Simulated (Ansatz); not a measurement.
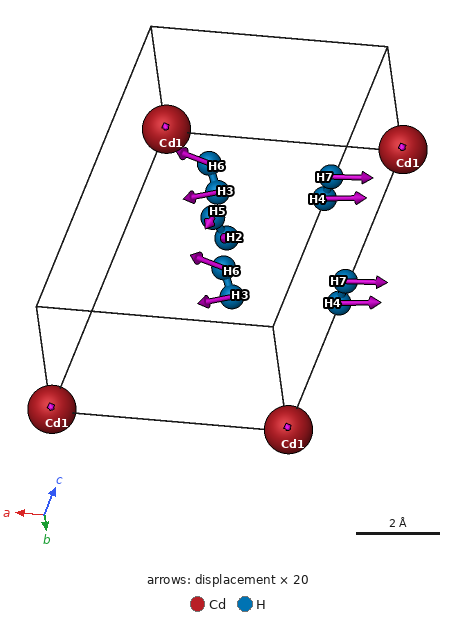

This is a relaxation of crystalline CdH6 (a generated structure, set up in P1) (coarse preliminary run). The starting structure is drawn; purple arrows show the displacements (the part carried along by the change of the cell is left out), 20 times their true length.

A ball-and-stick model of the cell of the calculation, reduced to other axes, seen from a free direction. Lengths and directions refer to the drawn axes.

The calculation used Ansatz, DFT PBE, scalar-relativistic, plane waves, PAW.

The input:
```yaml
crystal:
  lattice:
    - [-3.2257107322, 5.5665712798, -0.0502515174]
    - [-6.4905102671, -0.0225679307, -0.0172194379]
    - [-3.2207411494, 1.7977399355, 6.8231323436]
  atoms:
    - { symbol: Cd, position: [-0.0057239883, 0.0092816809, 0.0030142406] }
    - { symbol: H, position: [0.0120068512, 0.5443942068, 0.455056234] }
    - { symbol: H, position: [0.5510588136, 0.9969415477, 0.4486707007] }
    - { symbol: H, position: [0.975065216, 0.027715132, 0.4480155094] }
    - { symbol: H, position: [0.9901759808, 0.4538391357, 0.5538687203] }
    - { symbol: H, position: [0.4682129051, -0.0022999895, 0.5458319108] }
    - { symbol: H, position: [0.0092042215, 0.9701282864, 0.5455426842] }
basis:
  ecutwfc: 420
kpoints:
  mp_grid: { grid: [4, 4, 4] }
hamiltonian:
  xc: pbe
scf:
  occupations: { method: gaussian, width: 0.1 }
  lower_state_search: "off"
output:
  forces: true
  stress: true
  eigenvalues: true
relax:
  adjacent_minimum: "off"
  f_tol: 0.025
  max_steps: 60
  cell: { stress_tol: 0.25 }
```

Command:
```bash
ansatz run input.yaml --threads 1 --pin off --max-ram 2560MiB --backend cpu --events-out ev --progress --plain --runs-dir out
```

**Atoms of which element are displaced furthest, and by how much?**

Hydrogen: up to 0.056 Å, against 0.010 Å for cadmium.

**What did the optimiser do to the structure, and how much energy did it gain?**

After 2 accepted moves (3 points after the start) the energy has fallen by 2.0 meV per atom. Largest force component: 0.8 eV/Å at the start, 0.0074 eV/Å at the end. Pressure: 0.07 GPa at the start and 0.03 GPa at the end. At 1 point the geometry stayed and the basis and grid were re-selected for the new cell (energy shift of 0.1 meV per atom at most each time). The largest move relative to the cell is that of H4, 0.056 Å roughly along −a. By element the largest moves are H 0.056 Å, Cd 0.010 Å. The volume changes by +0.7 %, with a 6.434 → 6.455 Å (+0.3 %), b 6.473 → 6.492 Å (+0.3 %), c 7.756 → 7.766 Å (+0.1 %). Near-neighbour distances that change, for instance: H3–H6 0.728 → 0.751 Å, H2–H5 0.760 → 0.751 Å. The space group stays P1 (No. 1). Cost: 47 s on 1 thread of Arm Neoverse V2, on a shared host, peak memory 0.48 GiB.
